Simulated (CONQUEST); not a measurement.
**Energy of CdS along an even scaling of the cell**

System: CdS (F-43m, 4 atoms in the cell).
Method: Kohn-Sham DFT of a periodic cell, LDA-GTH, PseudoDojo NC LDA, no spin polarisation (CONQUEST 1.3).

The 7 runs differ only in the geometry, by an even scaling of the cell at fixed fractional positions. The structure derives from an entry of the Crystallography Open Database.

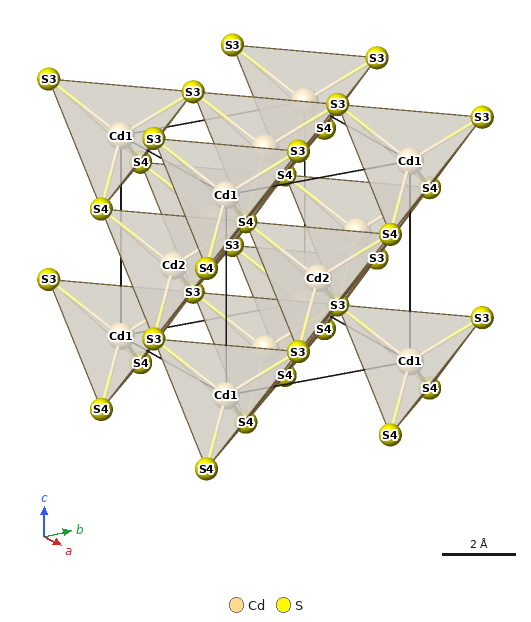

Figure 1. The structure of run 4 (polyhedral view of the cell 2 times as large as that of the calculation, set on its symmetry axes, seen at an oblique angle; polyhedra are completed across the faces of the cell; atoms are numbered from 1 in the order of the input).

**Input of run 4**
```
IO.Title CdS
IO.Coordinates coords.dat
IO.FractionalAtomicCoords T
IO.Iprint 2
IO.Iprint_init 1
General.NumberOfSpecies 2
General.PseudopotentialType hamann
General.FunctionalType 2
General.DifferentFunctional T
AtomMove.TypeOfRun static
AtomMove.FullStress T
Grid.PointsAlongX 32
Grid.PointsAlongY 32
Grid.PointsAlongZ 48
DM.SolutionMethod diagon
Diag.MPMesh T
Diag.GammaCentred T
Diag.MPMeshX 6
Diag.MPMeshY 6
Diag.MPMeshZ 4
Diag.kT 0.00367493
minE.SCTolerance 1e-6
Diag.SmearingType 1
Diag.MPOrder 1
SC.MaxIters 100
IO.AtomChargeOutput T
%block ChemicalSpeciesLabel
1 112.410 Cd
2 32.070 S
%endblock
```

Command:
```bash
Conquest
```

Lattice vectors (Å) and fractional positions of run 4:
```
   4.124554    0.000000    0.000000
   0.000000    4.124554    0.000000
   0.000000    0.000000    5.833000
Cd  0.000000  0.000000  0.000000
Cd  0.500000  0.500000  0.500000
S   0.000000  0.500000  0.250000
S   0.500000  0.000000  0.750000
```

Run 6 has the same physical settings and fractional positions; its lattice vectors (Å) are:
```
   4.178831    0.000000    0.000000
   0.000000    4.178831    0.000000
   0.000000    0.000000    5.909759
```

**Results, with one run withheld**

```tsv
run	volume per atom (Å³)	free energy per atom, from the lowest run given (meV)	pressure (GPa)	gap on the mesh (eV)
1	23.319	24.95	5.31	1.45
2	23.815	11.28	3.49	1.37
3	24.312	3.09	1.71	1.29
4	24.808	0.00	0.30	1.22
5	25.304	0.98	−0.91	1.15
6	25.800	?	?	?
7	26.296	13.57	−3.06	1.01
```

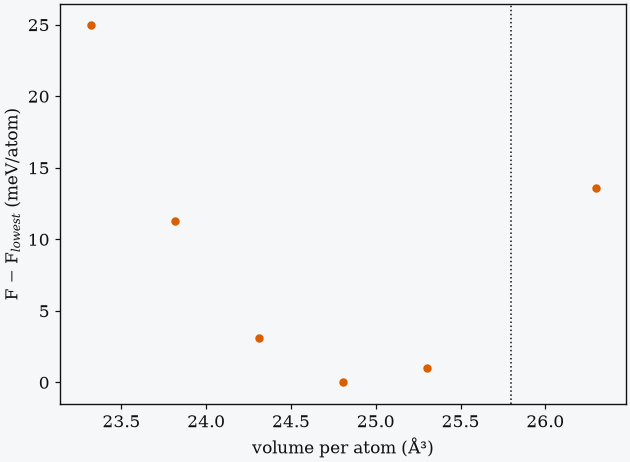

Figure 2. Free energy per atom of the runs given; the dotted line marks run 6.

Estimate the energy of run 6 from the others.

A cubic polynomial in V^(−2/3) (the Birch–Murnaghan form), fitted to the 6 runs given, misses them by at most 0.06 meV per atom. With x = V^(−2/3) − 0.11819 Å⁻², it reads F = 0.68232 + 1702.4 x + 8.6894e+05 x² + 8.0009e+06 x³ (meV per atom). At run 6 it gives 5.70 meV per atom, and the run itself gives 5.62. The slope of the fit gives a pressure −dF/dV of −2.06 GPa there, and the run prints −2.07 GPa. The fit has its minimum at 24.924 Å³ per atom, where V d²F/dV² gives 66.3 GPa: the bulk modulus at this level, since symmetry fixes the shape and the positions. The gap on the mesh goes, without turning, from 1.45 eV in run 1 to 1.01 eV in run 7; run 6 has 1.08 eV. These are gaps of this functional on this mesh, which can miss the band edges; they aren't the measured gap.

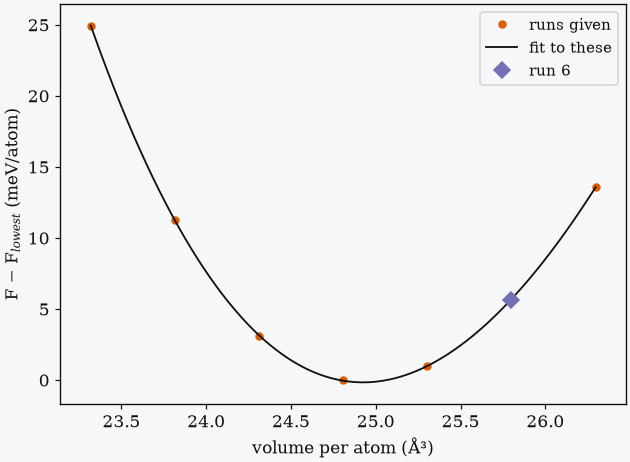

Figure 3. The fit and the withheld run.

**Some lines of the output (run 6)**
```
[...]
          DFT Total Energy                 :      -372.696713991240017 Ha
          Free Energy (E-TS)               :      -372.735198852501924 Ha
          DFT Total Energy                 :      -372.732912891220963 Ha
          Free Energy (E-TS)               :      -372.733893903133151 Ha
          DFT Total Energy                 :      -372.733612865660348 Ha
          Free Energy (E-TS)               :      -372.733632458738896 Ha
          DFT Total Energy                 :      -372.733638082694597 Ha
          Free Energy (E-TS)               :      -372.733628159244404 Ha
          DFT Total Energy                 :      -372.733639209102705 Ha
          Free Energy (E-TS)               :      -372.733628374182786 Ha
          DFT Total Energy                 :      -372.733639516796188 Ha
      | Free Energy as E-TS      =      -372.733628374182786 Ha
      |* DFT total energy        =      -372.733639516796188 Ha
    force: Average pressure:     -2.07356953 GPa
```

Notes: The record of the run, not the program, notes: read_and_write: Functional in input file differs to pseudopotential but proceeding: 2 -1012. Points of doubt noted for this run: small atomic basis. With a small basis of atomic orbitals these values can differ much from converged plane-wave results.
